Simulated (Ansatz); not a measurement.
Consider TiCo.

The calculation's input:

```
crystal:
  lattice:
    - [2.9281227323, 0.0, 0.0]
    - [0.0, 2.9281227323, 0.0]
    - [0.0, 0.0, 3.1055554296]
  atoms:
    - { symbol: Ti, position: [0.0, 0.0, 0.0], spin: -1.0 }
    - { symbol: Co, position: [0.5, 0.5, 0.5], spin: 2.0 }
magnetization:
  spin_polarized: true
kpoints:
  mp_grid: { grid: [10, 10, 9] }
scf:
  occupations: { method: fermi_dirac, width: 0.05 }
  lower_state_search: "off"
hamiltonian:
  xc: lda
  pseudopotentials: { kind: paw }
output:
  forces: true
  stress: true
  eigenvalues: true
  write_density: true
  write_potential: true
  elf: true
  volumetric_format: npy
```

Run with:

```sh
ansatz run input.yaml --threads 3 --pin off --max-ram 6144MiB --backend cpu --events-out ev --progress --plain --runs-dir out
```

Below, planes, directions and counts refer to the conventional cell (a = 2.93 Å, b = 2.93 Å, c = 3.11 Å, α = 90.00°, β = 90.00°, γ = 90.00°).

Space group P4/mmm; a structure from a database of computed crystals, not necessarily the ambient phase; computed pressure about −15 GPa in this cell; the program warned that a starting moment wasn't kept; spin-polarised, but the moments vanished.

The calculation used DFT, LDA, PAW with Ansatz's default frozen-core files, scalar-relativistic in Ansatz 0.2.0.

**What will maps of the valence pseudo-density and electron localisation function show?**

Ti–Co (2.59 Å): ρ is about 0.29 e/Å³ halfway; the ELF is about 0.25 at the midpoint: no localised pair shows between them.

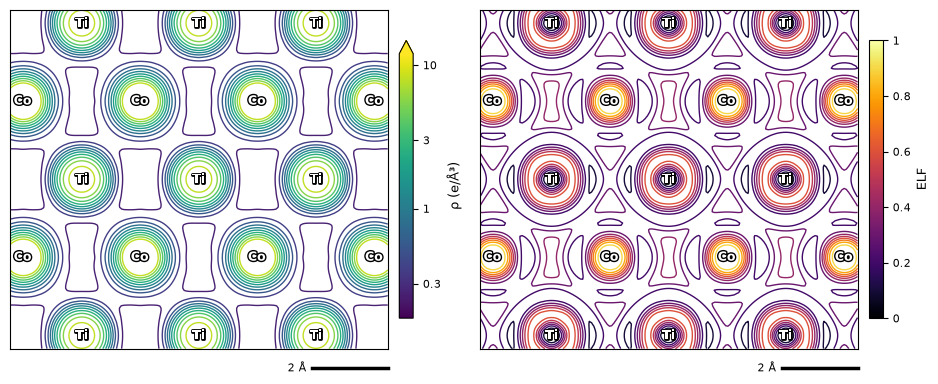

Computed valence pseudo-density and electron localisation function on the (110) plane of the conventional cell, in this order. 

Core electrons are frozen (PAW), and the valence fields are smoothed inside the atomic spheres.
